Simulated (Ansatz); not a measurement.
**Geometry relaxation, with input and output: C16H (part 1 of 3)**

System: C16H (slab, 17 atoms in the cell).
Method: DFT r2SCAN, scalar-relativistic, plane waves, PAW, no spin polarisation (Ansatz 0.2.0).

The structure derives from a Materials Project entry. The input holds or restrains some coordinates. Forces given for the steps count only the free coordinates. Figures and captions count atoms from 1; the log counts them from 0 in places.

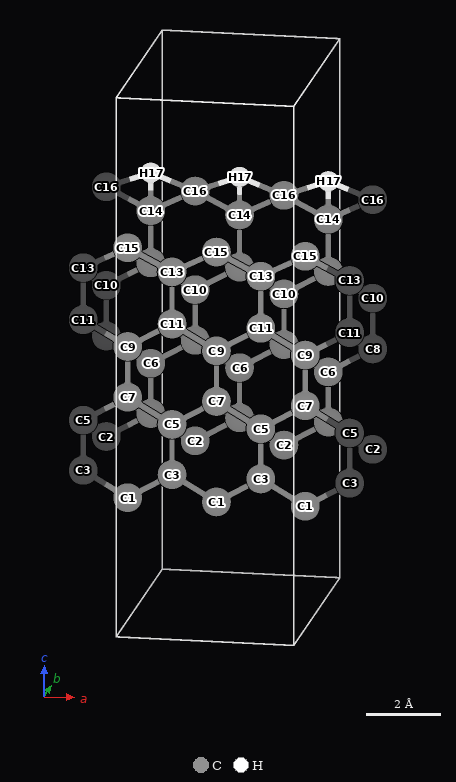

*The starting structure (ball-and-stick view of the 2 × 1 repeat of the cell, with the vacuum cut short, seen slightly off an axis; neighbours outside the cell are drawn fainter; atoms are numbered from 1 in the order of the input). An atom can appear more than once, as a periodic image.*

**The input**
```yaml
crystal:
  lattice:
    - [2.4557922028, 0.0, 0.0]
    - [0.0, 7.0404094286, 0.0]
    - [0.0, 0.0, 26.7981875914]
  atoms:
    - { symbol: C, position: [0.0, 0.25, 0.3171856294] }
    - { symbol: C, position: [0.5, 0.75, 0.3436398866] }
    - { symbol: C, position: [0.5, 0.25, 0.3436398866] }
    - { symbol: C, position: [0.0, 0.75, 0.3700941437] }
    - { symbol: C, position: [0.5, 0.25, 0.3965484008] }
    - { symbol: C, position: [0.0, 0.75, 0.4230026579] }
    - { symbol: C, position: [0.0, 0.25, 0.4230026579] }
    - { symbol: C, position: [0.5, 0.75, 0.4494569151] }
    - { symbol: C, position: [0.0, 0.25, 0.4764168343] }
    - { symbol: C, position: [0.5, 0.75, 0.5029263512] }
    - { symbol: C, position: [0.5, 0.25, 0.5023174894] }
    - { symbol: C, position: [0.0, 0.75, 0.528837409] }
    - { symbol: C, position: [0.5, 0.25, 0.5572515472] }
    - { symbol: C, position: [0.0, 0.75, 0.5838232343] }
    - { symbol: C, position: [0.0, 0.25, 0.5804301131] }
    - { symbol: C, position: [0.5, 0.75, 0.6067561535] }
    - { symbol: H, position: [0.0, 0.75, 0.6239214934] }
basis:
  ecutwfc: 500
kpoints:
  mp_grid: { grid: [12, 4, 1] }
hamiltonian:
  xc: r2scan
scf:
  occupations: { method: gaussian, width: 0.1 }
output:
  forces: true
  eigenvalues: true
  write_density: true
  write_potential: true
  elf: true
  volumetric_format: npy
relax:
  adjacent_minimum: "off"
  f_tol: 0.03
  max_steps: 70
  constraints: [{ sites: [0, 1, 2, 3, 4, 5, 6, 7] }]
efield:
  axis: 3
  dipole_correction: true
```

Launch command:
```bash
ansatz run input.yaml --threads 2 --pin off --max-ram 5120MiB --backend cpu --events-out ev --progress --plain --runs-dir out
```

**Log**
```
Engine: ansatz 0.2.0, x86_64-unknown-linux-gnu
Pseudopotentials: kind: paw
Pseudopotential: C, paw, valence charge 4, recommended cutoff 500 eV (meta_gga), C.paw.azcp
Pseudopotential: H, paw, valence charge 1, recommended cutoff 500 eV (meta_gga), H.paw.azcp
Functional definition: r2SCAN
  parameter k0 = 0.174
  parameter k1 = 0.065
  parameter a1 = 4.9479
  exchange = r2scan_x(k0 = k0, k1 = k1, a1 = a1)
  correlation = r2scan_c
Crystal: 17 atoms, lattice volume = 463.335 Å³
Basis set: ecut = 500 eV, 11845 PW (Γ), exchange–correlation on 72×216×800 points (64 copies of the dense FFT grid, shifted against one another)
Bands: 50, of which v1, the nominal top of the filled ones, is band 33 counted from 1 (32 counted from 0)
Symmetry: 4 space group operations
Space group: Pmm2 (ITA 25), of the structure as read, at distance tolerance 7.7e-5 Å
k-points: 21 of 48
Non-local potential: C, projectors of the file, l = 0: 2, l = 1: 2, l = 2: 1
Non-local potential: H, projectors of the file, l = 0: 2, l = 1: 1
PAW form: soft (Blöchl's): semilocal exchange-correlation on the pseudo side does not see the compensation charge
PAW frozen core: C, regenerated for the run's functional (the file was generated under x = pbe(κ = 0.804, μ = 0.2195149727645171), c = pbe(β = 0.06672455060314922))
PAW one-centre angular grid: C, 302 points (default); XC on 239 of its mesh's 2573 points in the sphere
PAW one-centre angular grid: H, 302 points (default); XC on 160 Gauss nodes
Initial density: superposition of atomic densities (neutral atoms: chi_scale 0, normalization atom), corrected by the library's trained network
Initial wavefunctions: pseudopotential atomic-orbital guess
Functional: x = r2scan, c = r2scan; τ floored in thin density (d = 2e-4 eV/Å³)
SCF iter   1: F=—  HF=-4026.720139 eV  |F-HF|=—  |Δ(HF+E_count)|=         —  Δρ=2.11e-2  dr2=1.17e1  dr2_τ=2.99e0  ethr=1.77e-3  p=0.089 e·Å  D=3.47e-2 V/Å  ΔV_dip=-0.93 eV  dr2_dipole=4.33e0  V_vac-E_F(+/−)=6.59/7.52 eV  ⟨swp⟩=12.2  Hψ=7188  notcnv=0  defer=137
efield: sawtooth ramp at fractional position 0.9206 (placed from the atoms, in the widest stretch of the axis that holds none; the zero of the levels goes with the place), width 0.1000; the density the first Hamiltonian is built on has a dipole p = 0.089 e·Å; the dipole correction subtracts the counter field D = 3.47e-2 V/Å, which shifts the + side's vacuum level by -0.93 eV against the − side's; the planar-averaged density in the ramp window peaks in size at 4.1e-5 e/Å³
preconditioner: auto → LDOS  [metal: Δε(μ)=0.017 eV  Ē_g=14.924 eV  σ=0.100 eV  W_gap=0.09  n_scr=60 (ndim 8)  ℏωp=13.9 eV  f_vac=0.611  D(μ)=7.40/eV (n_scr^D=40)  β→1.0]
SCF iter   2: F=—  HF=-4026.665211 eV  |F-HF|=—  |Δ(HF+E_count)|=   5.49e-2  Δρ=9.36e-3  dr2=9.95e-1  dr2_τ=6.34e-2  ethr=1.77e-3  p=0.081 e·Å  D=3.15e-2 V/Å  ΔV_dip=-0.84 eV  dr2_dipole=2.40e-2  V_vac-E_F(+/−)=6.39/7.24 eV  ⟨swp⟩=3.5  Hψ=2027  notcnv=0  defer=251
SCF iter   3: F=—  HF=-4026.658987 eV  |F-HF|=—  |Δ(HF+E_count)|=   6.22e-3  Δρ=9.75e-3  dr2=3.33e0  dr2_τ=6.38e-2  ethr=1.53e-3  p=0.108 e·Å  D=4.22e-2 V/Å  ΔV_dip=-1.13 eV  dr2_dipole=1.17e0  V_vac-E_F(+/−)=5.97/7.11 eV  ⟨swp⟩=2.5  Hψ=1284  notcnv=0  defer=217  recentre
SCF iter   4: F=—  HF=-4026.605942 eV  |F-HF|=—  |Δ(HF+E_count)|=   5.30e-2  Δρ=6.88e-3  dr2=8.15e-1  dr2_τ=1.09e-2  ethr=1.53e-3  p=0.087 e·Å  D=3.41e-2 V/Å  ΔV_dip=-0.91 eV  dr2_dipole=2.10e-1  V_vac-E_F(+/−)=6.16/7.07 eV  ⟨swp⟩=2.0  Hψ=1181  notcnv=0  defer=216
SCF iter   5: F=—  HF=-4026.588106 eV  |F-HF|=—  |Δ(HF+E_count)|=   1.78e-2  Δρ=6.10e-3  dr2=1.01e0  dr2_τ=1.49e-2  ethr=1.25e-3  p=0.094 e·Å  D=3.67e-2 V/Å  ΔV_dip=-0.98 eV  dr2_dipole=3.25e-1  V_vac-E_F(+/−)=5.95/6.94 eV  ⟨swp⟩=1.6  Hψ=984  notcnv=0  defer=216
SCF iter   6: F=—  HF=-4026.565219 eV  |F-HF|=—  |Δ(HF+E_count)|=   2.29e-2  Δρ=1.77e-3  dr2=6.37e-2  dr2_τ=2.61e-3  ethr=1.25e-3  p=0.086 e·Å  D=3.38e-2 V/Å  ΔV_dip=-0.90 eV  dr2_dipole=1.38e-2  V_vac-E_F(+/−)=5.99/6.89 eV  ⟨swp⟩=1.5  Hψ=1108  notcnv=0  defer=215
SCF iter   7: F=—  HF=-4026.562351 eV  |F-HF|=—  |Δ(HF+E_count)|=   2.87e-3  Δρ=1.16e-3  dr2=2.75e-2  dr2_τ=5.28e-4  ethr=9.79e-5  p=0.082 e·Å  D=3.21e-2 V/Å  ΔV_dip=-0.86 eV  dr2_dipole=8.04e-3  V_vac-E_F(+/−)=6.00/6.86 eV  ⟨swp⟩=2.0  Hψ=1093  notcnv=0  defer=216
SCF iter   8: F=—  HF=-4026.561573 eV  |F-HF|=—  |Δ(HF+E_count)|=   7.78e-4  Δρ=5.29e-4  dr2=3.23e-3  dr2_τ=1.25e-4  ethr=4.24e-5  p=0.084 e·Å  D=3.29e-2 V/Å  ΔV_dip=-0.88 eV  dr2_dipole=1.60e-4  V_vac-E_F(+/−)=6.00/6.88 eV  ⟨swp⟩=1.0  Hψ=911  notcnv=0  defer=216
SCF iter   9: F=—  HF=-4026.561528 eV  |F-HF|=—  |Δ(HF+E_count)|=   4.48e-5  Δρ=5.71e-4  dr2=9.15e-3  dr2_τ=9.19e-5  ethr=4.96e-6  p=0.086 e·Å  D=3.36e-2 V/Å  ΔV_dip=-0.90 eV  dr2_dipole=2.59e-3  V_vac-E_F(+/−)=6.00/6.90 eV  ⟨swp⟩=2.0  Hψ=1259  notcnv=0  defer=216  recentre
SCF iter  10: F=—  HF=-4026.561458 eV  |F-HF|=—  |Δ(HF+E_count)|=   7.01e-5  Δρ=3.76e-4  dr2=1.50e-3  dr2_τ=8.15e-6  ethr=4.96e-6  p=0.085 e·Å  D=3.32e-2 V/Å  ΔV_dip=-0.89 eV  dr2_dipole=5.53e-5  V_vac-E_F(+/−)=6.01/6.90 eV  ⟨swp⟩=1.0  Hψ=832  notcnv=0  defer=216
SCF iter  11: F=—  HF=-4026.561369 eV  |F-HF|=—  |Δ(HF+E_count)|=   8.91e-5  Δρ=2.11e-4  dr2=8.38e-4  dr2_τ=7.35e-6  ethr=2.30e-6  p=0.086 e·Å  D=3.36e-2 V/Å  ΔV_dip=-0.90 eV  dr2_dipole=2.54e-4  V_vac-E_F(+/−)=6.02/6.92 eV  ⟨swp⟩=2.0  Hψ=1039  notcnv=0  defer=216
SCF iter  12: F=—  HF=-4026.561342 eV  |F-HF|=—  |Δ(HF+E_count)|=   2.62e-5  Δρ=6.67e-5  dr2=6.94e-5  dr2_τ=1.72e-6  ethr=1.29e-6  p=0.087 e·Å  D=3.41e-2 V/Å  ΔV_dip=-0.91 eV  dr2_dipole=1.35e-5  V_vac-E_F(+/−)=6.03/6.94 eV  ⟨swp⟩=1.2  Hψ=838  notcnv=0  defer=216
SCF iter  13: F=-4026.561334 eV  HF=-4026.561345 eV  |F-HF|=1.09e-5  |Δ(HF+E_count)|=   2.82e-6  Δρ=3.67e-5  dr2=1.34e-5  dr2_τ=1.28e-7  ethr=3.46e-8  p=0.088 e·Å  D=3.42e-2 V/Å  ΔV_dip=-0.92 eV  dr2_dipole=1.84e-6  V_vac-E_F(+/−)=6.03/6.94 eV  ⟨swp⟩=31.0  Hψ=12119  notcnv=0
SCF 1 converged in 13 iterations: F = -4026.561334 eV  dr2 = 1.34e-5
  greatest PAW one-centre occupation: 0.717 electrons in one spin orbital (limit 2), on the C atom at site 14 (counted from 0), in its partial waves of l = 0
relax step   1: F+E_penalty+E_count = -4026.56133438 eV  Δ(F+E_penalty+E_count) = +0.000e0 eV  max|allowed force component| = 1.104e1 eV/Å  Δτ_max = 0.0000 Å  (13 SCF iters, dr2 threshold 2.25e-5 eV, accepted)
Initial density: handed on by an earlier stage of this run
Initial wavefunctions: those handed on with the density
iter 1 solved again at ethr=7.39e-4 eV; its pass at ethr=3.10e-3 eV (dr2=4.80e-1 eV) is discarded
SCF iter   1: F=—  HF=-4027.610170 eV  |F-HF|=—  |Δ(HF+E_count)|=         —  Δρ=5.44e-3  dr2=4.92e-1  dr2_τ=6.47e-2  ethr=7.39e-4  p=0.088 e·Å  D=3.42e-2 V/Å  ΔV_dip=-0.92 eV  dr2_dipole=1.34e-1  V_vac-E_F(+/−)=6.01/6.93 eV  ⟨swp⟩=1.0  Hψ=3843  notcnv=0  defer=149
efield: sawtooth ramp at fractional position 0.9206 (handed on by an earlier solve), width 0.1000; the density the first Hamiltonian is built on has a dipole p = 0.088 e·Å; the dipole correction subtracts the counter field D = 3.42e-2 V/Å, which shifts the + side's vacuum level by -0.92 eV against the − side's; the planar-averaged density in the ramp window peaks in size at 2.1e-7 e/Å³
preconditioner: auto → LDOS  [metal: Δε(μ)=0.016 eV  Ē_g=14.862 eV  σ=0.100 eV  W_gap=0.09  n_scr=60 (ndim 8)  ℏωp=13.9 eV  f_vac=0.614  D(μ)=8.70/eV (n_scr^D=46)  β→1.0]
SCF iter   2: F=—  HF=-4027.962805 eV  |F-HF|=—  |Δ(HF+E_count)|=   3.53e-1  Δρ=1.23e-2  dr2=5.47e0  dr2_τ=7.51e-2  ethr=7.39e-4  p=0.143 e·Å  D=5.59e-2 V/Å  ΔV_dip=-1.50 eV  dr2_dipole=1.87e0  V_vac-E_F(+/−)=5.52/7.01 eV  ⟨swp⟩=3.6  Hψ=2119  notcnv=0  defer=160  recentre
SCF iter   3: F=—  HF=-4027.561736 eV  |F-HF|=—  |Δ(HF+E_count)|=   4.01e-1  Δρ=2.46e-3  dr2=6.45e-2  dr2_τ=5.37e-4  ethr=7.39e-4  p=0.101 e·Å  D=3.95e-2 V/Å  ΔV_dip=-1.06 eV  dr2_dipole=1.54e-2  V_vac-E_F(+/−)=5.88/6.94 eV  ⟨swp⟩=2.6  Hψ=1900  notcnv=0  defer=204
SCF iter   4: F=—  HF=-4027.567337 eV  |F-HF|=—  |Δ(HF+E_count)|=   5.60e-3  Δρ=3.24e-3  dr2=3.27e-1  dr2_τ=3.82e-3  ethr=9.92e-5  p=0.114 e·Å  D=4.47e-2 V/Å  ΔV_dip=-1.20 eV  dr2_dipole=1.11e-1  V_vac-E_F(+/−)=5.77/6.97 eV  ⟨swp⟩=1.9  Hψ=1263  notcnv=0  defer=207  recentre
SCF iter   5: F=—  HF=-4027.568123 eV  |F-HF|=—  |Δ(HF+E_count)|=   7.86e-4  Δρ=2.74e-3  dr2=2.19e-1  dr2_τ=2.33e-3  ethr=9.92e-5  p=0.108 e·Å  D=4.22e-2 V/Å  ΔV_dip=-1.13 eV  dr2_dipole=7.31e-2  V_vac-E_F(+/−)=5.80/6.93 eV  ⟨swp⟩=1.7  Hψ=979  notcnv=0  defer=207
SCF iter   6: F=—  HF=-4027.562840 eV  |F-HF|=—  |Δ(HF+E_count)|=   5.28e-3  Δρ=3.55e-4  dr2=3.97e-3  dr2_τ=5.71e-5  ethr=9.92e-5  p=0.113 e·Å  D=4.41e-2 V/Å  ΔV_dip=-1.18 eV  dr2_dipole=1.28e-3  V_vac-E_F(+/−)=5.77/6.95 eV  ⟨swp⟩=1.2  Hψ=1071  notcnv=0  defer=205
SCF iter   7: F=—  HF=-4027.562835 eV  |F-HF|=—  |Δ(HF+E_count)|=   5.45e-6  Δρ=8.20e-5  dr2=1.60e-4  dr2_τ=2.81e-6  ethr=6.11e-6  p=0.113 e·Å  D=4.43e-2 V/Å  ΔV_dip=-1.19 eV  dr2_dipole=4.82e-5  V_vac-E_F(+/−)=5.76/6.95 eV  ⟨swp⟩=1.8  Hψ=1065  notcnv=0  defer=203
SCF iter   8: F=—  HF=-4027.562852 eV  |F-HF|=—  |Δ(HF+E_count)|=   1.77e-5  Δρ=1.92e-4  dr2=1.26e-3  dr2_τ=1.21e-5  ethr=2.46e-7  p=0.114 e·Å  D=4.44e-2 V/Å  ΔV_dip=-1.19 eV  dr2_dipole=4.27e-4  V_vac-E_F(+/−)=5.76/6.95 eV  ⟨swp⟩=2.0  Hψ=1219  notcnv=0  defer=203
SCF iter   9: F=-4027.562796 eV  HF=-4027.562836 eV  |F-HF|=3.94e-5  |Δ(HF+E_count)|=   1.66e-5  Δρ=3.58e-5  dr2=3.32e-5  dr2_τ=2.29e-7  ethr=1.54e-7  p=0.114 e·Å  D=4.44e-2 V/Å  ΔV_dip=-1.19 eV  dr2_dipole=9.65e-6  V_vac-E_F(+/−)=5.76/6.95 eV  ⟨swp⟩=28.0  Hψ=10791  notcnv=0
SCF 2 converged in 9 iterations: F = -4027.562796 eV  dr2 = 3.32e-5
[... from here on the iterations of each SCF are left out, up to the last one ...]
relax step   2: F+E_penalty+E_count = -4027.56279625 eV  Δ(F+E_penalty+E_count) = -1.001e0 eV  max|allowed force component| = 6.481e0 eV/Å  Δτ_max = 0.1425 Å  (9 SCF iters, dr2 threshold 1.00e-4 eV, accepted)
efield: sawtooth ramp at fractional position 0.9206 (handed on by an earlier solve), width 0.1000; the density the first Hamiltonian is built on has a dipole p = 0.114 e·Å; the dipole correction subtracts the counter field D = 4.44e-2 V/Å, which shifts the + side's vacuum level by -1.19 eV against the − side's; the planar-averaged density in the ramp window peaks in size at 3.3e-7 e/Å³
preconditioner: auto → LDOS  [metal: Δε(μ)=0.010 eV  Ē_g=14.735 eV  σ=0.100 eV  W_gap=0.06  n_scr=60 (ndim 8)  ℏωp=13.9 eV  f_vac=0.612  D(μ)=8.85/eV (n_scr^D=50)  β→1.0]
SCF 3 converged in 10 iterations: F = -4028.327854 eV  dr2 = 9.91e-6
```
